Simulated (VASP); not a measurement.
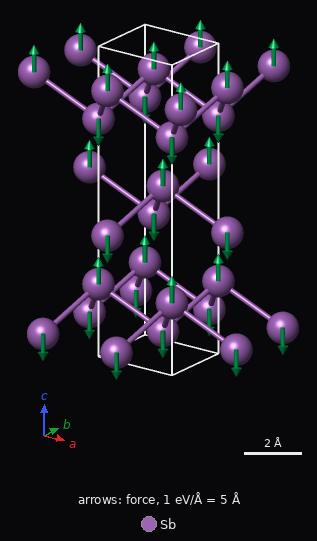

Starting geometry of a crystal of Sb (set up in R-3m) with the computed forces as green arrows. Style: ball-and-stick. Shown: the conventional cell (3 times the calculation's cell), slightly off an axis. Lengths and directions refer to the drawn axes.

The run lets cell and atoms move.

All numbers below come from Kohn-Sham DFT of a periodic cell, PBE with D3(BJ), VASP PAW PBE potentials, recommended in VASP 6.6.1.

Input
```
SYSTEM = Sb
PREC = Accurate ; ENCUT = 600
EDIFF = 1E-6 ; ISMEAR = -1
SIGMA = 0.05 ; LREAL = .FALSE.
LASPH = .TRUE. ; NELM = 80
ALGO = Normal ; ISIF = 3
LWAVE = .FALSE. ; LCHARG = .FALSE.
GGA = PE ; IVDW = 12
IBRION = 2 ; NSW = 40
EDIFFG = -0.02
```

Launched with:
```bash
cat potpaw_PBE.64/Sb/POTCAR > POTCAR
mpirun -np 1 vasp_std > vasp.out
```

What follows when this structure is relaxed?

It isn't relaxed: the largest force vector, on Sb atoms, is 0.20 eV/Å. The atoms end up moving mostly along the starting forces (cosine between the two patterns 1.00). Over 5 geometry steps the energy falls by 3.9 meV per atom. Largest force component: 0.2 eV/Å at the start, 0.016 eV/Å at the end. The pressure goes from 0.17 to 0.01 GPa. The largest moves relative to the cell, 0.032 Å, are those of Sb atoms. The volume changes by −1.5 %, with a = b 4.308 → 4.321 Å (+0.3 %), c 11.274 → 11.038 Å (−2.1 %). Some distances before and after: Sb–Sb 2.908 → 2.932 Å. The space group stays R-3m (No. 166). It ran on 1 thread of Intel(R) Xeon(R) Platinum 8259CL CPU @ 2.50GHz (Skylake/Cascade Lake) (shared host).
